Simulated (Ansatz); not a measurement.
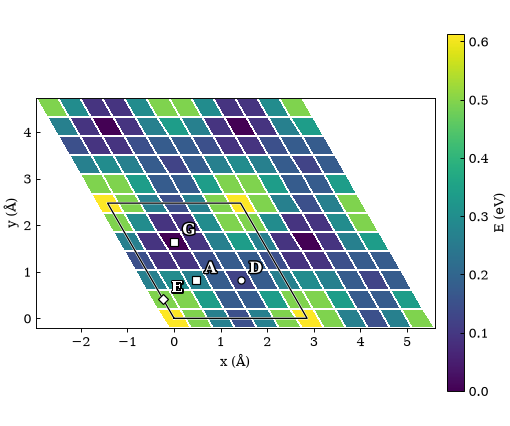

Si on a Ti(111) slab cut from the Fm-3m phase, its upper half relaxed before the scan (12 atoms of substrate and one adsorbate in a 2 × 2 cell). Si is moved over the surface cell at a fixed height above a rigid substrate; the origin of the map has the adsorbate above Ti9; the height is held at 2.20 Å. Places are given modulo a cell vector. The map is drawn in real space over the plane of the surface. The grid has 6 × 6 points; 10 points were computed and 26 follow by symmetry. Places are given in fractions of the 1 × 1 surface cell. Energies are in eV, from the lowest grid point. The runs have no spin polarisation, so an open-shell adsorbate far from the surface lies too high. At a fixed height the lowest place need not be the adsorption site. These are results of DFT PBE+D3(BJ), scalar-relativistic, plane waves, PAW in Ansatz, not measurements. Settings: cutoff 420 eV, k-mesh 6×6×1, gaussian smearing 0.1 eV, no spin polarisation.

In the figure: one coloured cell a grid point, the outline of one cell of the 2 × 2 shown, lettered points.

Question: Is G the lowest point of the computed grid?

Answer: Yes. G, at a threefold hollow over a second-layer Ti atom, (2/6, 4/6) of the cell vectors, has the lowest energy of the grid.

Question: What kind of point is each of A, D, G: minimum, saddle, maximum or slope?

Answer: A: on a slope; D: minimum; G: minimum. (In these two coordinates alone; a stationary point may lie a little off the grid point.)

PAW datasets: the set soft_1.
